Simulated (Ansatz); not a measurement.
## Geometry relaxation of NbN (part 1 of 2)

NbN (Fm-3m, 2 atoms in the cell), computed with DFT, PBE, plane waves, PAW, Ueff = 8 eV on Nb d, no spin polarisation (Ansatz 0.2.0).

The structure derives from an entry of the Crystallography Open Database. Figures and captions count atoms from 1; the log counts them from 0 in places.

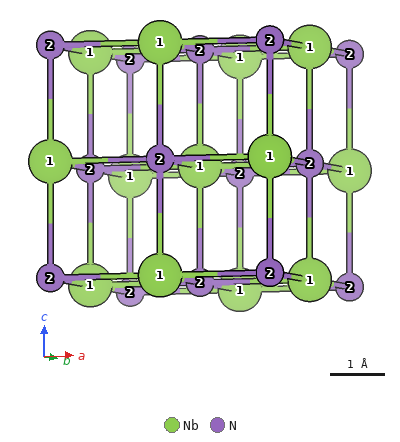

Fig. 1: The structure as given in the input (ball-and-stick view of the cell 4 times as large as that of the calculation, set on its symmetry axes, seen at an oblique angle; atoms are numbered from 1 in the order of the input). An atom can appear more than once, as a periodic image. Near neighbours in the periodic cell (some may lie outside the picture): Nb has 6 N at 2.19 Å; N has 6 Nb at 2.19 Å.

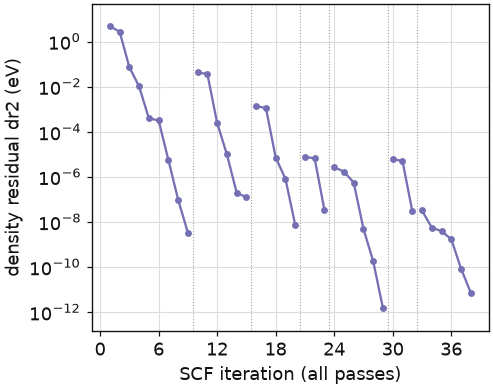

Fig. 2: Convergence of the self-consistent field: density residual dr2 against the SCF iteration. The dotted lines part the SCF passes of the relaxation: geometry steps, rejected trials and re-solves on a re-selected basis. The 7 passes take 3 to 9 iterations each, 38 in all.

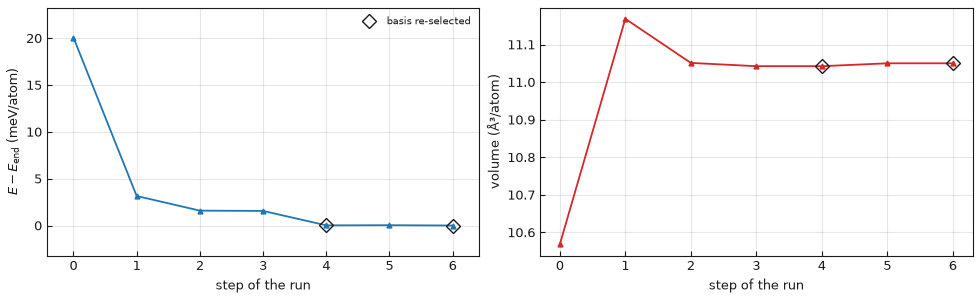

Fig. 3: Progress of the relaxation, step by step (the first geometry is step 0 here and step 1 in the log).

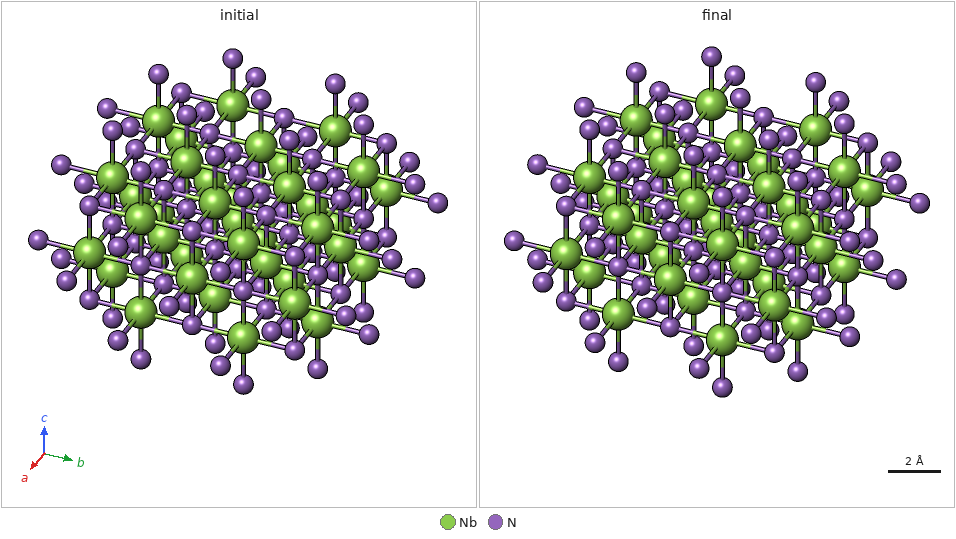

Fig. 4: Before (left) and after (right) the relaxation, at one scale (ball-and-stick view of the cell 4 times as large as that of the calculation, set on its symmetry axes, repeated 2 × 2 × 1, with bonded neighbours outside it, seen at an oblique angle). The atoms keep their places relative to the cell (all moves are under 0.005 Å). The drawn cell changes as follows: a = b = c 4.389 → 4.455 Å (+1.5 %); the volume changes by +4.6 %. Among the contacts that change: Nb1–N2 2.195 → 2.227 Å. The space group stays Fm-3m (No. 225). Over 4 geometry steps the energy falls by 20.0 meV per atom. All forces vanish by symmetry, so only the cell relaxes. The pressure goes from 13.88 to 0.00 GPa. The basis was re-selected once at an unchanged geometry, which shifts the energy a little without any move. The energy change given includes the shifts at the re-selections in mid-walk, which come without any move. A last SCF at the same geometry on a re-selected plane-wave basis shifts the energy by next to nothing (0.0 meV per atom). (Atoms are counted from 1 in the order of the input.)

The input that produced these results follows, with the program's output.

The input
```yaml
crystal:
  lattice:
    - [0.0, 2.1945, 2.1945]
    - [2.1945, 0.0, 2.1945]
    - [2.1945, 2.1945, 0.0]
  atoms:
    - { symbol: Nb, position: [0.5, 0.5, 0.5] }
    - { symbol: "N", position: [0.0, 0.0, 0.0] }
basis:
  ecutwfc: 420
kpoints:
  mp_grid: { grid: [16, 16, 16] }
hamiltonian:
  xc: pbe
  hubbard: { sites: [{ species: Nb, l: d, u_eff: 8.0 }], double_counting: fll }
scf:
  occupations: { method: gaussian, width: 0.1 }
  mixing: { preconditioner: none }
output:
  forces: true
  eigenvalues: true
  stress: true
relax:
  adjacent_minimum: "off"
  f_tol: 0.005
  max_steps: 80
  cell: { stress_tol: 0.05 }
```

Launch command:
```bash
ansatz run input.yaml --threads 4 --pin off --max-ram 11264MiB --backend cpu --events-out ev --progress --plain --runs-dir out
```

Output
```
Nb: projections on atomic orbitals take those of the free atom [Ar 3d10] 4s2 4p6 4d4 5s1, of charge +0.00 (hamiltonian.pseudopotentials.projection_atoms); the dataset's partial waves leave at most 4.9e-6 of an orbital's norm unspanned inside its sphere
N: projections on atomic orbitals take those of the free atom [He] 2s2 2p3, of charge +0.00 (hamiltonian.pseudopotentials.projection_atoms); the dataset's partial waves leave at most 9.3e-9 of an orbital's norm unspanned inside its sphere
Engine: ansatz 0.2.0, x86_64-unknown-linux-gnu
Pseudopotentials: kind: paw
Pseudopotential: Nb, paw, valence charge 13, recommended cutoff 420 eV (normal), Nb.paw.azcp
Pseudopotential: N, paw, valence charge 5, recommended cutoff 420 eV (normal), N.paw.azcp
Functional definition: PBE
  parameter kappa = 0.804
  parameter beta = 0.06672455060314922
  exchange = pbe_x(kappa = kappa, mu = beta*pi^2/3)
  correlation = pbe_c(beta = beta)
Crystal: 2 atoms, lattice volume = 21.137 Å³
Basis set: ecut = 420 eV, 411 PW (Γ), exchange–correlation on 48×48×48 points (8 copies of the dense FFT grid, shifted against one another)
Bands: 13, of which v1, the nominal top of the filled ones, is band 9 counted from 1 (8 counted from 0)
Symmetry: 48 space group operations
Space group: Fm-3m (ITA 225), of the structure as read, at distance tolerance 2.8e-5 Å
k-points: 145 of 4096
Non-local potential: Nb, projectors of the file, l = 0: 3, l = 1: 2, l = 2: 2, l = 3: 1
Non-local potential: N, projectors of the file, l = 0: 2, l = 1: 2, l = 2: 1
PAW form: soft (Blöchl's): semilocal exchange-correlation on the pseudo side does not see the compensation charge
PAW one-centre angular grid: Nb, 590 points (default); XC on 64 Gauss nodes
PAW one-centre angular grid: N, 110 points (default); XC on 64 Gauss nodes
Initial density: superposition of atomic densities (chi_scale 0.1, normalization cell, long waves kept (reshape's long-wave potential 0.00 eV rms))
Initial wavefunctions: pseudopotential atomic-orbital guess
Functional: x = pbe(κ = 0.804, μ = 0.2195149727645171), c = pbe(β = 0.06672455060314922)
SCF iter   1: F=—  HF=-4929.912111 eV  |F-HF|=—  |Δ(HF+E_count)|=         —  Δρ=1.30e-1  dr2=4.72e0  ethr=3.10e-3  ⟨swp⟩=5.0  Hψ=9275  notcnv=0
SCF iter   2: F=—  HF=-4929.441581 eV  |F-HF|=—  |Δ(HF+E_count)|=   4.71e-1  Δρ=1.19e-1  dr2=2.76e0  ethr=3.10e-3  ⟨swp⟩=3.0  Hψ=5201  notcnv=0  defer=10
SCF iter   3: F=—  HF=-4928.853169 eV  |F-HF|=—  |Δ(HF+E_count)|=   5.88e-1  Δρ=2.59e-2  dr2=7.36e-2  ethr=3.10e-3  ⟨swp⟩=2.3  Hψ=4201  notcnv=0  defer=10
SCF iter   4: F=—  HF=-4928.897079 eV  |F-HF|=—  |Δ(HF+E_count)|=   4.39e-2  Δρ=6.07e-3  dr2=1.02e-2  ethr=4.09e-4  ⟨swp⟩=2.6  Hψ=3598  notcnv=0  defer=10
SCF iter   5: F=—  HF=-4928.896357 eV  |F-HF|=—  |Δ(HF+E_count)|=   7.21e-4  Δρ=1.49e-3  dr2=3.93e-4  ethr=5.66e-5  ⟨swp⟩=1.6  Hψ=3074  notcnv=0  defer=9
SCF iter   6: F=—  HF=-4928.896713 eV  |F-HF|=—  |Δ(HF+E_count)|=   3.56e-4  Δρ=1.14e-3  dr2=3.20e-4  ethr=2.19e-6  ⟨swp⟩=2.0  Hψ=3142  notcnv=0  defer=9
SCF iter   7: F=—  HF=-4928.896669 eV  |F-HF|=—  |Δ(HF+E_count)|=   4.44e-5  Δρ=1.38e-4  dr2=5.66e-6  ethr=1.78e-6  ⟨swp⟩=2.7  Hψ=3030  notcnv=0  defer=9
SCF iter   8: F=—  HF=-4928.896668 eV  |F-HF|=—  |Δ(HF+E_count)|=   1.18e-6  Δρ=2.00e-5  dr2=9.89e-8  ethr=5.56e-10  ⟨swp⟩=4.0  Hψ=9183  notcnv=0
SCF iter   9: F=-4928.896668 eV  HF=-4928.896668 eV  |F-HF|=2.35e-9  |Δ(HF+E_count)|=   1.79e-8  Δρ=3.34e-6  dr2=3.31e-9  ethr=5.50e-10  ⟨swp⟩=2.3  Hψ=6362  notcnv=0
SCF 1 converged in 9 iterations: F = -4928.896668 eV  dr2 = 3.31e-9
  greatest PAW one-centre occupation: 0.998 electrons in one spin orbital (limit 2), on the Nb atom at site 0 (counted from 0), in its partial waves of l = 0
relax step   1: F+E_penalty+E_count = -4928.89666750 eV  Δ(F+E_penalty+E_count) = +0.000e0 eV  max|allowed force component| = 1.492e-29 eV/Å  Δτ_max = 0.0000 Å  P = +13.882 GPa  Ω = 21.137 Å³  (9 SCF iters, dr2 threshold 1.00e-7 eV, accepted)
Crystal: 2 atoms, lattice volume = 22.337 Å³
Initial density: handed on by an earlier stage of this run
Initial wavefunctions: those handed on with the density
iter 1 solved again at ethr=2.35e-4 eV; its pass at ethr=3.10e-3 eV (dr2=4.22e-2 eV) is discarded
SCF iter   1: F=—  HF=-4928.938862 eV  |F-HF|=—  |Δ(HF+E_count)|=         —  Δρ=1.31e-2  dr2=4.27e-2  ethr=2.35e-4  ⟨swp⟩=1.0  Hψ=12199  notcnv=0
SCF iter   2: F=—  HF=-4928.937771 eV  |F-HF|=—  |Δ(HF+E_count)|=   1.09e-3  Δρ=1.21e-2  dr2=3.63e-2  ethr=2.35e-4  ⟨swp⟩=2.0  Hψ=3190  notcnv=0
SCF iter   3: F=—  HF=-4928.929990 eV  |F-HF|=—  |Δ(HF+E_count)|=   7.78e-3  Δρ=1.49e-3  dr2=2.47e-4  ethr=2.01e-4  ⟨swp⟩=1.9  Hψ=3039  notcnv=0
SCF iter   4: F=—  HF=-4928.930476 eV  |F-HF|=—  |Δ(HF+E_count)|=   4.86e-4  Δρ=2.56e-4  dr2=9.92e-6  ethr=1.37e-6  ⟨swp⟩=2.1  Hψ=3451  notcnv=0
SCF iter   5: F=—  HF=-4928.930495 eV  |F-HF|=—  |Δ(HF+E_count)|=   1.88e-5  Δρ=4.53e-5  dr2=2.01e-7  ethr=5.51e-8  ⟨swp⟩=2.0  Hψ=2587  notcnv=0
SCF iter   6: F=-4928.930495 eV  HF=-4928.930495 eV  |F-HF|=9.50e-8  |Δ(HF+E_count)|=   5.62e-7  Δρ=2.05e-5  dr2=1.23e-7  ethr=1.11e-9  ⟨swp⟩=5.0  Hψ=8217  notcnv=0
SCF 2 converged in 6 iterations: F = -4928.930495 eV  dr2 = 1.23e-7
relax step   2: F+E_penalty+E_count = -4928.93049538 eV  Δ(F+E_penalty+E_count) = -3.383e-2 eV  max|allowed force component| = 4.838e-29 eV/Å  Δτ_max = 0.0000 Å  P = -3.197 GPa  Ω = 22.337 Å³  energy of the carried Pulay correction = -3.133e-3 eV  (6 SCF iters, dr2 threshold 2.00e-7 eV, accepted)
Crystal: 2 atoms, lattice volume = 22.102 Å³
iter 1 solved again at ethr=8.11e-6 eV; its pass at ethr=3.10e-3 eV (dr2=1.46e-3 eV) is discarded
SCF iter   1: F=—  HF=-4928.933896 eV  |F-HF|=—  |Δ(HF+E_count)|=         —  Δρ=2.37e-3  dr2=1.37e-3  ethr=8.11e-6  ⟨swp⟩=1.0  Hψ=10413  notcnv=0
SCF iter   2: F=—  HF=-4928.933850 eV  |F-HF|=—  |Δ(HF+E_count)|=   4.59e-5  Δρ=2.17e-3  dr2=1.14e-3  ethr=7.62e-6  ⟨swp⟩=2.0  Hψ=2625  notcnv=0
SCF iter   3: F=—  HF=-4928.933609 eV  |F-HF|=—  |Δ(HF+E_count)|=   2.41e-4  Δρ=2.70e-4  dr2=7.24e-6  ethr=6.36e-6  ⟨swp⟩=2.1  Hψ=2454  notcnv=0
SCF iter   4: F=—  HF=-4928.933627 eV  |F-HF|=—  |Δ(HF+E_count)|=   1.79e-5  Δρ=6.33e-5  dr2=8.23e-7  ethr=4.02e-8  ⟨swp⟩=2.2  Hψ=3041  notcnv=0
SCF iter   5: F=-4928.933627 eV  HF=-4928.933627 eV  |F-HF|=1.63e-8  |Δ(HF+E_count)|=   6.11e-7  Δρ=1.05e-5  dr2=7.57e-9  ethr=1.11e-9  ⟨swp⟩=5.3  Hψ=8374  notcnv=0
SCF 3 converged in 5 iterations: F = -4928.933627 eV  dr2 = 7.57e-9
relax step   3: F+E_penalty+E_count = -4928.93362734 eV  Δ(F+E_penalty+E_count) = -3.132e-3 eV  max|allowed force component| = 1.749e-29 eV/Å  Δτ_max = 0.0000 Å  P = -0.229 GPa  Ω = 22.102 Å³  energy of the carried Pulay correction = -2.534e-3 eV  (5 SCF iters, dr2 threshold 2.00e-7 eV, accepted)
Crystal: 2 atoms, lattice volume = 22.085 Å³
iter 1 solved again at ethr=4.65e-8 eV; its pass at ethr=3.10e-3 eV (dr2=8.37e-6 eV) is discarded
SCF iter   1: F=—  HF=-4928.933686 eV  |F-HF|=—  |Δ(HF+E_count)|=         —  Δρ=1.80e-4  dr2=7.86e-6  ethr=4.65e-8  ⟨swp⟩=1.0  Hψ=10120  notcnv=0
SCF iter   2: F=—  HF=-4928.933686 eV  |F-HF|=—  |Δ(HF+E_count)|=   2.30e-7  Δρ=1.64e-4  dr2=6.56e-6  ethr=4.37e-8  ⟨swp⟩=2.0  Hψ=2628  notcnv=0
SCF iter   3: F=-4928.933685 eV  HF=-4928.933685 eV  |F-HF|=1.01e-7  |Δ(HF+E_count)|=   1.38e-6  Δρ=1.81e-5  dr2=3.35e-8  ethr=7.28e-10  ⟨swp⟩=3.2  Hψ=7542  notcnv=0
SCF 4 converged in 3 iterations: F = -4928.933685 eV  dr2 = 3.35e-8
relax step   4: F+E_penalty+E_count = -4928.93368476 eV  Δ(F+E_penalty+E_count) = -5.742e-5 eV  max|allowed force component| = 7.330e-30 eV/Å  Δτ_max = 0.0000 Å  P = -0.001 GPa  Ω = 22.085 Å³  energy of the carried Pulay correction = -2.489e-3 eV  (3 SCF iters, dr2 threshold 1.31e-7 eV, accepted)
Initial wavefunctions: pseudopotential atomic-orbital guess (no wavefunctions were taken with the density)
iter 1 solved again at ethr=1.30e-7 eV; its pass at ethr=3.10e-3 eV (dr2=2.33e-5 eV) is discarded
```
